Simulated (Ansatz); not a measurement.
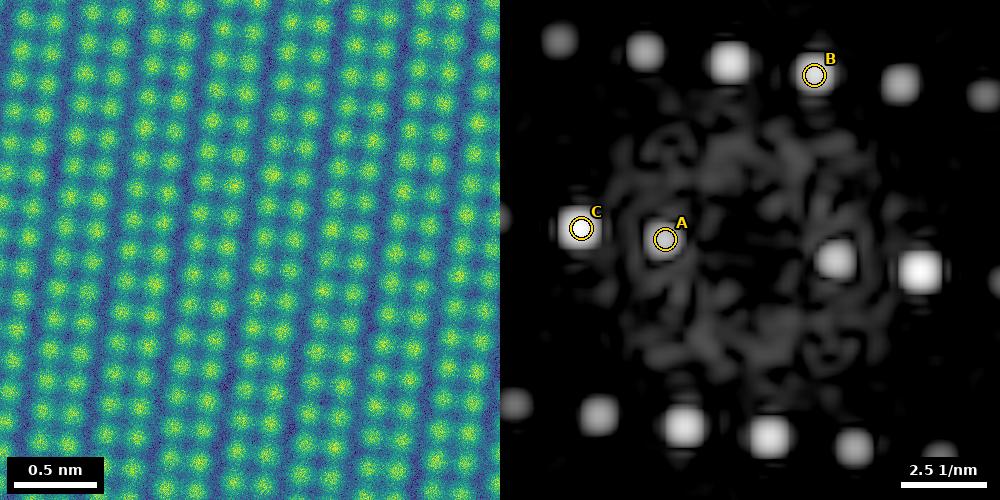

Z-contrast image of a crystal. Simulation: incoherent imaging, intensity Z^1.6 per atom, probe width 1.27 Å, thin sample. The display is stretched by a gamma of 0.65; percentages refer to the linear signal. Shot noise and the speckle of an amorphous layer were added.

The right panel is the modulus of the image's Fourier transform on a logarithmic scale.

Question: Which lattice spacings do the marked spots stand for, and what angle do A and B enclose?

Answer: A: 4.0 Å, B: 1.8 Å, C: 2.0 Å; A and B enclose about 103°.

The crystal is Rh (Cmcm, No. 63) along [101]; the spots are (0 -2 0), (-1 1 1) and (0 -4 0). Model: the end point of a relaxation with DFT, LDA (PW92), plane waves (420 eV) with PAW, scalar-relativistic (Ansatz); the starting structure was generated, so it need not be a known form of this composition.
